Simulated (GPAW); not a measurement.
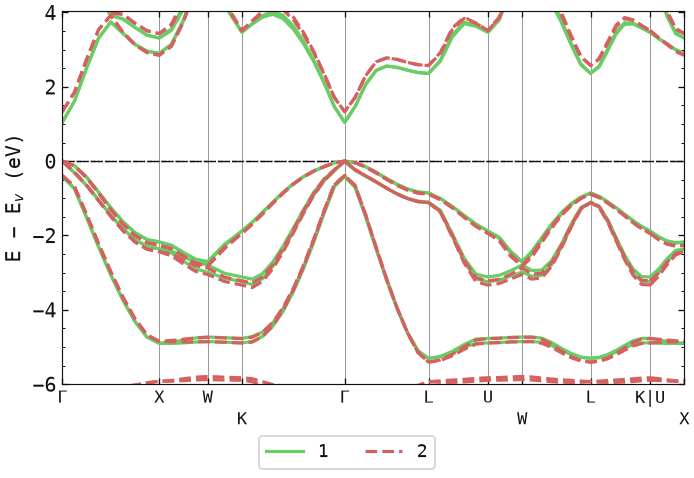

Band structures of zincblende ZnSe, space group F-43m (No. 216), 2 atoms in the primitive cell (cubic a = 5.668 Å), by two methods on the same cell. Each is counted from its own valence-band top.

Q: Which curve is which? The methods: vdW-DF2+SOC, revTPSS+SOC.

A: 1 is vdW-DF2+SOC; 2 is revTPSS+SOC. vdW-DF2+SOC gives a gap of 1.04 eV along the path and revTPSS+SOC gives a gap of 1.33 eV along the path.

Settings. vdW-DF2+SOC: GPAW PAW data sets (gpaw-data 1.2.1), spin-orbit coupling, no magnetisation, 7×7×7 k mesh, 600 eV cutoff, Fermi-Dirac smearing of 0.05 eV (GPAW). revTPSS+SOC: GPAW PAW data sets (gpaw-data 1.2.1), spin-orbit coupling, no magnetisation, 7×7×7 k mesh, 600 eV cutoff, Fermi-Dirac smearing of 0.05 eV (GPAW 26.7.0).

Spin-orbit coupling was added after a scalar SCF, so levels and gaps hold it while energy, forces, pressure and moments don't. This program's spin-orbit splittings come out too wide for heavy elements. The PAW data sets were made with another functional. LDA, GGA and most meta-GGA functionals understate gaps.
